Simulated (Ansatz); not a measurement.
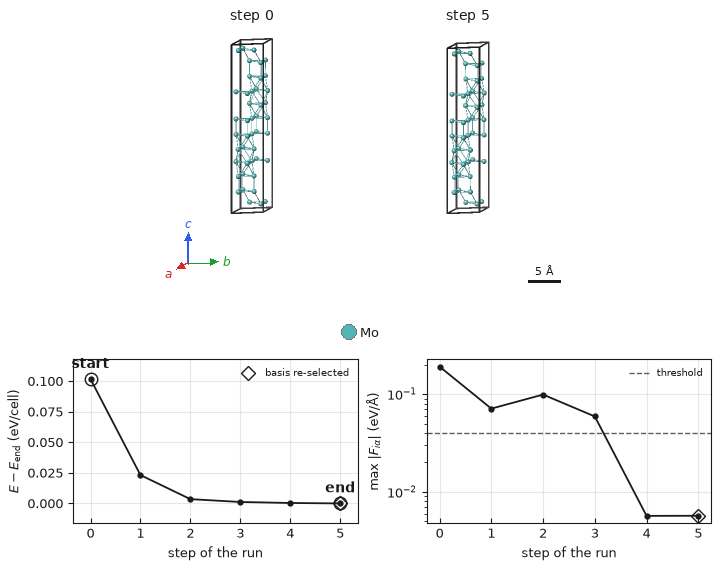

First and last geometry of a relaxation of crystalline Mo (built on the alpha-boron_166 type) (coarse preliminary run), with the history of the run. A ball-and-stick model of the conventional cell (3 times the calculation's cell), seen slightly off an axis. Lengths and directions refer to the drawn axes.

Case: alpha-boron type (R-3m, No. 166).

All numbers below come from Ansatz, DFT PBEsol, scalar-relativistic, plane waves, PAW.

Input
```yaml
crystal:
  lattice:
    - [2.6171397962, 1.5110063658, 9.128361946]
    - [-2.6171397962, 1.5110063658, 9.128361946]
    - [0.0, -3.0220127316, 9.128361946]
  atoms:
    - { symbol: Mo, position: [0.0452696352, 0.5479837156, 0.0452696352] }
    - { symbol: Mo, position: [0.0452696352, 0.0452696352, 0.5479837156] }
    - { symbol: Mo, position: [0.5479837156, 0.0452696352, 0.0452696352] }
    - { symbol: Mo, position: [0.9547303648, 0.4520162844, 0.9547303648] }
    - { symbol: Mo, position: [0.4520162844, 0.9547303648, 0.9547303648] }
    - { symbol: Mo, position: [0.9547303648, 0.9547303648, 0.4520162844] }
    - { symbol: Mo, position: [0.2084892356, 0.7044697614, 0.2084892356] }
    - { symbol: Mo, position: [0.2084892356, 0.2084892356, 0.7044697614] }
    - { symbol: Mo, position: [0.7044697614, 0.2084892356, 0.2084892356] }
    - { symbol: Mo, position: [0.7915107644, 0.2955302386, 0.7915107644] }
    - { symbol: Mo, position: [0.2955302386, 0.7915107644, 0.7915107644] }
    - { symbol: Mo, position: [0.7915107644, 0.7915107644, 0.2955302386] }
basis:
  ecutwfc: 420
kpoints:
  mp_grid: { grid: [6, 6, 6] }
hamiltonian:
  xc: pbesol
scf:
  occupations: { method: gaussian, width: 0.1 }
  lower_state_search: "off"
output:
  forces: true
  stress: true
  eigenvalues: true
relax:
  adjacent_minimum: "off"
  f_tol: 0.04
  max_steps: 70
  cell: { stress_tol: 0.4 }
```

Q: Read the history and describe the run.

A: It converged. The largest moves relative to the cell, 0.011 Å, are those of Mo1, Mo2, Mo3, Mo4, Mo5 and Mo6. Mo1 goes roughly along [−1 1 0]. Cell: a = b 5.234 → 5.323 Å (+1.7 %), c 27.385 → 26.824 Å (−2.0 %). Volume +1.3 %. Among the contacts that change: Mo1–Mo2 2.631 → 2.695 Å, Mo10–Mo11 2.638 → 2.696 Å, Mo1–Mo4 2.529 → 2.481 Å, Mo10–Mo11 (another image) 2.596 → 2.627 Å. The space group stays R-3m (No. 166). The energy falls by 0.102 eV per cell of the calculation in 4 accepted moves (5 points after the start). The largest force component goes from 0.19 to 0.0057 eV/Å. The pressure goes from 1.94 to 0.00 GPa. The SCF was repeated once at an unchanged geometry on a basis and grid sized afresh for the cell, which shifted the energy by 0.4 meV per cell of the calculation at most.

```json
{"step": "0", "E − E(0), meV/atom": "0.00", "largest force component, eV/Å": "0.1908", "pressure, GPa": "1.94", "volume, Å³/atom": "18.049", "note": ""}
{"step": "1", "E − E(0), meV/atom": "-6.54", "largest force component, eV/Å": "0.0710", "pressure, GPa": "-1.81", "volume, Å³/atom": "18.453", "note": ""}
{"step": "2", "E − E(0), meV/atom": "-8.18", "largest force component, eV/Å": "0.0988", "pressure, GPa": "-0.14", "volume, Å³/atom": "18.306", "note": ""}
{"step": "3", "E − E(0), meV/atom": "-8.38", "largest force component, eV/Å": "0.0590", "pressure, GPa": "0.09", "volume, Å³/atom": "18.280", "note": ""}
{"step": "4", "E − E(0), meV/atom": "-8.45", "largest force component, eV/Å": "0.0057", "pressure, GPa": "0.00", "volume, Å³/atom": "18.281", "note": ""}
{"step": "5", "E − E(0), meV/atom": "-8.48", "largest force component, eV/Å": "0.0057", "pressure, GPa": "0.00", "volume, Å³/atom": "18.281", "note": "same geometry, new basis"}
```
